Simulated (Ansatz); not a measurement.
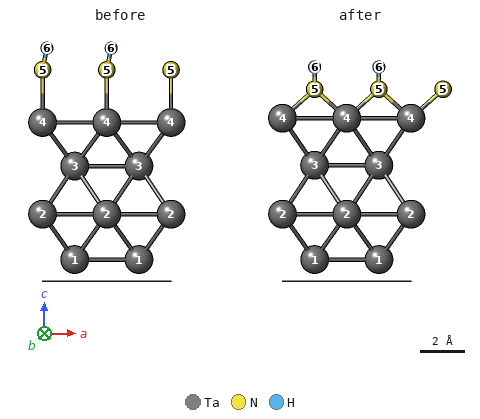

The structure of a slab of composition Ta$_{4}$HN (cut from the Fm-3m phase) before (left) and after (right) a constrained relaxation, at one scale.

The picture is a ball-and-stick view of the 2 × 3 repeat of the cell, outlined in the plane, without the vacuum, seen along the b axis.

Case: NH put at a top Ta site. The slab is the (1 0 0) face of Ta with NH on it. 2 atoms are held fixed.

Level of theory: DFT PBEsol, scalar-relativistic, plane waves, PAW (Ansatz 0.2.0).

Input file:
```yaml
crystal:
  lattice:
    - [2.9525883348, 0.0, 0.0]
    - [0.0, 2.9525883348, 0.0]
    - [0.0, 0.0, 26.2633857008]
  atoms:
    - { symbol: Ta, position: [0.5, 0.5, 0.3236444873] }
    - { symbol: Ta, position: [0.0, 0.0, 0.4031390071] }
    - { symbol: Ta, position: [0.5, 0.5, 0.4872735658] }
    - { symbol: Ta, position: [0.0, 0.0, 0.5635568726] }
    - { symbol: "N", position: [0.0, 0.0, 0.6557003619] }
    - { symbol: H, position: [0.067701732, 0.0021910487, 0.693776184] }
basis:
  ecutwfc: 420
kpoints:
  mp_grid: { grid: [10, 10, 1] }
hamiltonian:
  xc: pbesol
scf:
  occupations: { method: gaussian, width: 0.1 }
output:
  forces: true
  eigenvalues: true
  write_density: true
  write_potential: true
  elf: true
  volumetric_format: npy
relax:
  adjacent_minimum: "off"
  f_tol: 0.03
  max_steps: 70
  constraints: [{ sites: [0, 1] }]
efield:
  axis: 3
  dipole_correction: true
  ramp_width: 0.04
```

Run as
```bash
ansatz run input.yaml --threads 2 --pin off --max-ram 5120MiB --backend cpu --events-out ev --progress --plain --runs-dir out
```

Q: What changed between the two?

A: The energy falls by 3.830 eV per cell of the calculation in 15 accepted moves (16 points after the start). Largest force component: 4.6 eV/Å at the start, 0.016 eV/Å at the end. 1 step only repeated the SCF at the same geometry. The atom that moves furthest is N5 (1.72 Å at 59° to the normal (−c side)). By element the largest moves are N 1.72 Å, H 1.54 Å, Ta 0.20 Å. The cell stays as it was. Near-neighbour distances that change, for instance: Ta4–N5 3.818 → 1.987 Å, Ta4–N5 (another image) 2.420 → 1.987 Å, Ta3–Ta4 2.894 → 3.006 Å, Ta2–Ta3 3.040 → 3.069 Å. New bonds form, among them: Ta4–N5 (3.82 → 1.99 Å). Among the angles between lasting bonds that change: Ta4–N5–H6 168.7° → 132.0°. Cost: 2.9 min on 2 threads of Intel(R) Xeon(R) 6975P-C (Granite Rapids) (shared host), peak memory 0.73 GiB.

Limits of the set-up: the periodic images lie only 3.0 Å apart, so the values are limited by the cell's size.
